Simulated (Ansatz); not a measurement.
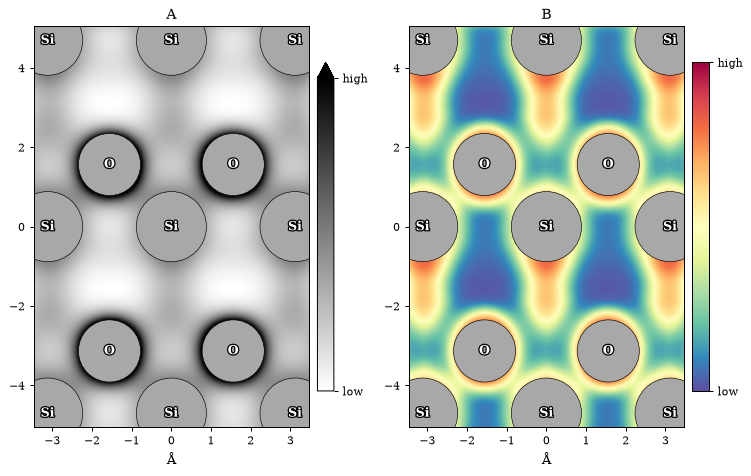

SiO: 2 fields on the (110) plane of the conventional cell, with unlabelled colour scales. Grey discs cover the atomic cores.

Space group P-6m2.

Theory: DFT PBE, scalar-relativistic, plane waves, PAW in Ansatz.

Question: The panels show electron localisation function and valence pseudo-density in some order. Assign them.

Answer: Panel A: valence pseudo-density. Panel B: electron localisation function. From the grid: Si–O (2.21 Å): ρ at the midpoint is about 0.39 e/Å³; the ELF peaks at about 0.80 in the valence shell of O, 0.6 Å from its nucleus, and drops to about 0.45 between the two atoms.
